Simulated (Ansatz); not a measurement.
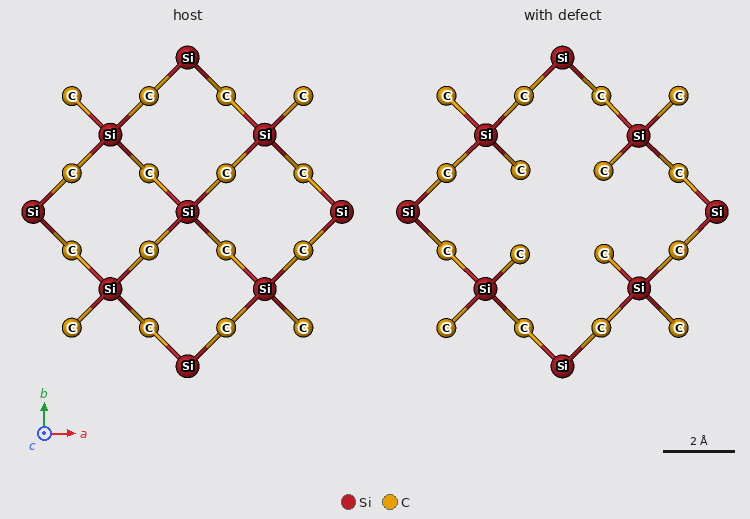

Left: perfect SiC. Right: the same region with one point defect, after relaxing the atoms in a supercell of 64 sites. The picture is a ball-and-stick view of the atoms within 5.4 Å of one point, in a slice 4.2 Å thick across the line of sight, seen along the c axis.

These are results of Ansatz 0.2.0, DFT, PBEsol, PAW, plane waves, not measurements. Set-up: plane-wave cutoff 420 eV; k-point mesh 1 × 1 × 1; mesh shifted by (0.25, 0.25, 0.25); no spin polarisation. Fermi-Dirac smearing of 0.01 eV. A uniform background neutralises the charged cell. The axes drawn are those of the host's conventional cell.

Which defect is it?

Answer. A silicon atom is taken out (a vacancy).

The charge state of the cell is −2.

What does the relaxation do around it?

Answer. Around the empty Si site the host had 4 C at 1.89 Å; after relaxation the nearest atoms are 4 C at 2.00 to 2.06 Å. Of the host's atoms, a carbon atom moves furthest from its site, by 0.18 Å.

Limits of the set-up: the cell is charged, on a uniform background, and energies carry no finite-size correction.
